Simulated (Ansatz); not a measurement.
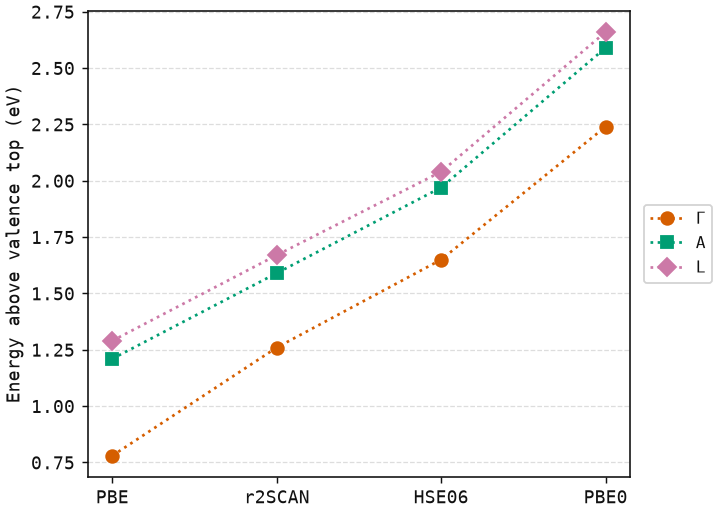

Lowest conduction level at each named k point, counted from the valence-band top at Γ, by several methods on one cell of AlGa₂As₃ (ordered alloy on zincblende lattice), space group P3m1, 6 atoms in the cell, relaxed with r2SCAN; a = 4.012 Å, c = 9.811 Å (hexagonal axes). All runs are without spin-orbit coupling and carry no moments.

> Does PBE0 shift these levels rigidly from PBE?

The shifts are +1.46 eV at Γ, +1.38 eV at A and +1.37 eV at L, and at points that aren't plotted +1.24 eV (M), +1.35 eV (K) and +1.49 eV (H): over the named points that both runs hold, a spread of 0.25 eV on a mean of 1.38 eV, so one shift describes them only roughly.

> How do the methods rank at Γ?

From low to high: PBE 0.78, r2SCAN 1.26, HSE06 1.65, PBE0 2.24 eV.

> Do the methods agree on which of these conduction levels is lowest?

Yes: all put it at Γ.

| method | program | Γ (eV) | A (eV) | L (eV) |
| --- | --- | --- | --- | --- |
| PBE | Ansatz | 0.78 | 1.21 | 1.29 |
| r2SCAN | Ansatz | 1.26 | 1.59 | 1.67 |
| HSE06 | Ansatz | 1.65 | 1.97 | 2.04 |
| PBE0 | Ansatz | 2.24 | 2.59 | 2.66 |

Settings. PBE: Ansatz PAW set, 12×12×4 k mesh, 420 eV cutoff, Fermi-Dirac smearing of 0.02 eV (Ansatz). r2SCAN: Ansatz PAW set, 12×12×4 k mesh, 500 eV cutoff, fixed occupations (Ansatz 0.2.0). HSE06: Ansatz PAW set, 6×6×2 k mesh, 420 eV cutoff, fixed occupations (Ansatz). PBE0: Ansatz PAW set, 6×6×2 k mesh, 420 eV cutoff, fixed occupations (Ansatz 0.2.0).

Spin-orbit coupling is left out, which matters for As. The cell was built by a generator and needn't be a form met in nature. r2SCAN, HSE06 and PBE0: the PAW data sets were made with another functional. LDA, GGA and most meta-GGA functionals understate gaps. HSE06 and PBE0: the k mesh is thin for exact exchange.
